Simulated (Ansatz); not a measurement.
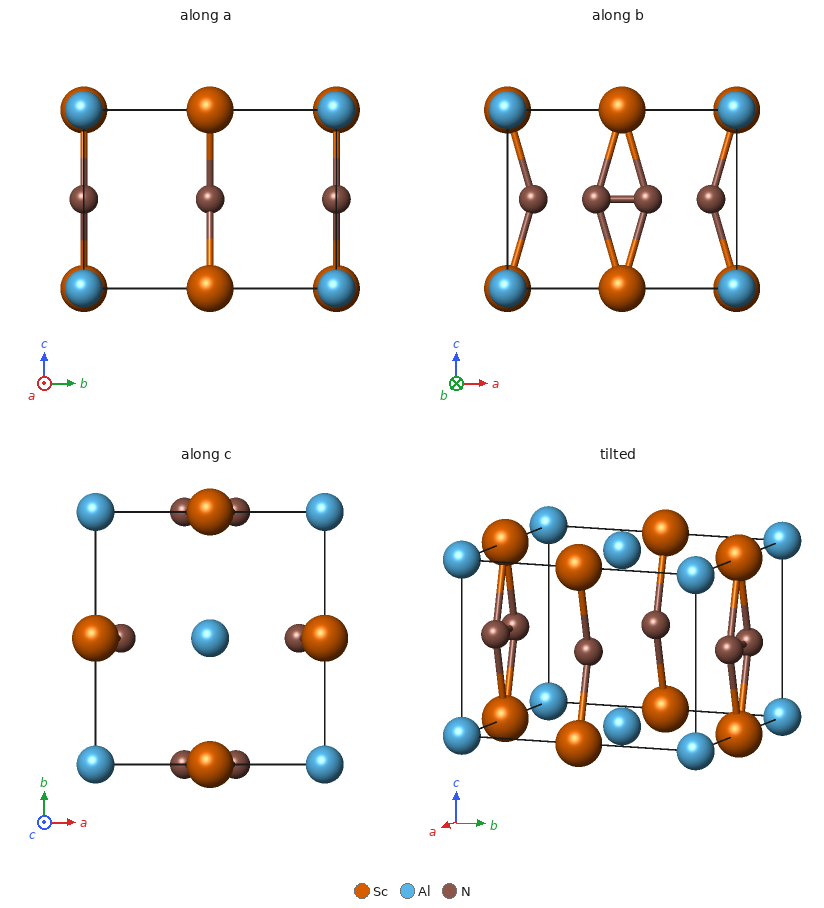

Ball-and-stick representation of a periodic structure, projected along the a axis, along the b axis, along the c axis and slightly off an axis. The frame is the conventional unit cell; atoms at its boundary are shown with their periodic copies.

Lattice parameters: a = 5.491 Å, b = 6.051 Å, c = 4.278 Å, α = 90.00°, β = 90.00°, γ = 90.00°. Put a along x and b in the xy plane.

Give the structure in the form of a POSCAR file, with free fractional coordinates to two decimals.

```
Sc Al N
1.0
     5.491    0.000    0.000
     0.000    6.051    0.000
     0.000    0.000    4.278
Sc Al N
2 2 4
Direct
  0.00 0.50 0.00
  0.50 0.00 0.00
  0.50 0.50 0.00
  0.00 0.00 0.00
  0.89 0.50 0.50
  0.11 0.50 0.50
  0.39 0.00 0.50
  0.61 0.00 0.50
```

Starting structure: a random cell made by a generator, so it need not be a real form of the compound. Earlier steps of the study, as a rule a relaxation of our own, may have changed the cell and positions, so they can lie some per cent off the listed ones. A calculation with Ansatz used it as input.
